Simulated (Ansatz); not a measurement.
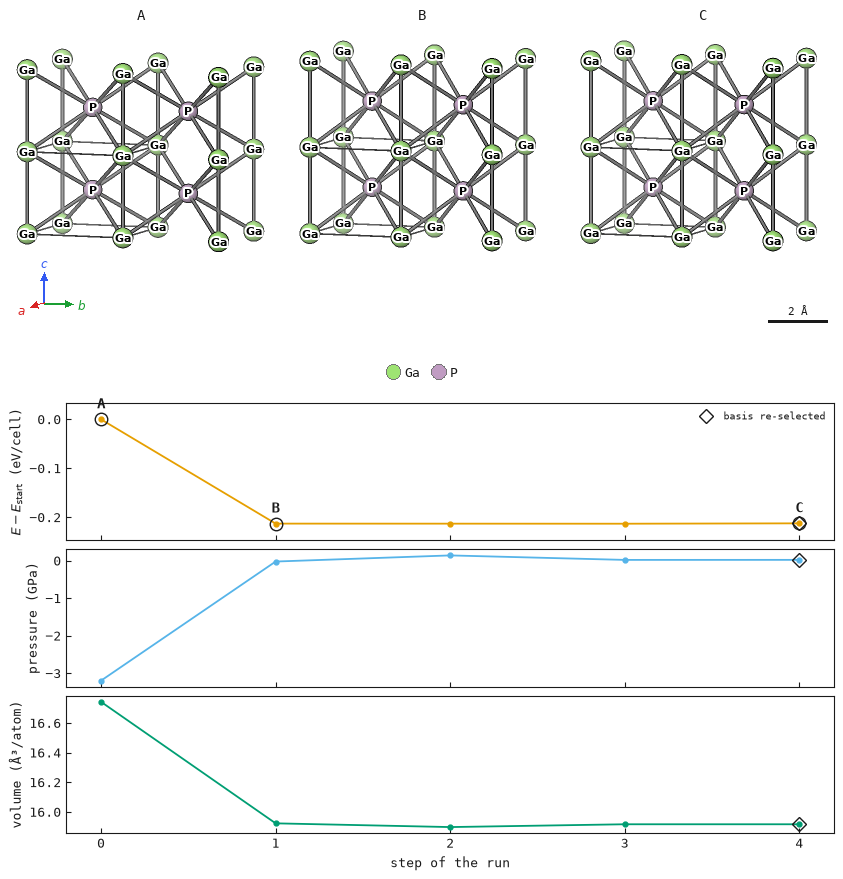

Frames of a relaxation of solid GaP (a generated structure, set up in P4/mmm), marked on the history of the run. The picture is a ball-and-stick view of the cell of the calculation, repeated 1 × 2 × 2 with one cell outlined, seen slightly off an axis.

The run lets cell and atoms move.

Method: Ansatz 0.2.0, Kohn-Sham DFT of a periodic cell, PBEsol0, Ansatz PAW.

The input:
```yaml
crystal:
  lattice:
    - [3.45666, 0.0, 0.0]
    - [0.0, 3.45666, 0.0]
    - [0.0, 0.0, 2.80256]
  atoms:
    - { symbol: Ga, position: [0.0, 0.0, 0.0] }
    - { symbol: P, position: [0.5, 0.5, 0.5] }
hamiltonian:
  xc: { exchange: pbesol, correlation: pbesol, exx: { coeff: 0.25 } }
  pseudopotentials: { kind: paw }
kpoints:
  mp_grid: { grid: [4, 4, 5] }
scf:
  occupations: { method: fermi_dirac, width: 0.05 }
output:
  forces: true
  stress: true
  eigenvalues: true
relax:
  f_tol: 0.01
  max_steps: 40
  cell: { stress_tol: 0.05 }
```

Q: What happens along the run?

A: After 3 accepted moves (4 points after the start) the energy has fallen by 0.212 eV per cell of the calculation. All forces vanish by symmetry, so only the cell relaxes. The pressure goes from −3.19 to 0.02 GPa. At 1 point the geometry stayed and the basis and grid were re-selected for the new cell (energy shift of 0.8 meV per cell of the calculation at most each time). No atom moves by more than 0.005 Å relative to the cell. The drawn cell changes as follows: a = b 3.457 → 3.288 Å (−4.9 %), c 2.803 → 2.944 Å (+5.1 %); the volume changes by −4.9 %. Near-neighbour distances that change, for instance: Ga–Ga 2.803 → 2.944 Å, Ga–P 2.817 → 2.752 Å. The space group stays P4/mmm (No. 123). Cost: 34 s on 1 × NVIDIA H100 80GB HBM3 with 2 threads of AMD EPYC 7R13 Processor (Zen 3) (shared host), peak memory 1.7 GiB. From step 0 to 1: volume −4.9 %, energy −0.213 eV per cell of the calculation. From step 1 to 4: energy +0.6 meV per cell of the calculation.

```
step  E − E(0), meV/atom  pressure, GPa  volume, Å³/atom                      note
   0                0.00          -3.19           16.743                          
   1             -106.40          -0.02           15.923                          
   2             -106.44           0.14           15.898                          
   3             -106.50           0.02           15.917                          
   4             -106.12           0.02           15.917  same geometry, new basis
```

Limits of the set-up: the k-point mesh is coarse for a cell with partly filled bands.
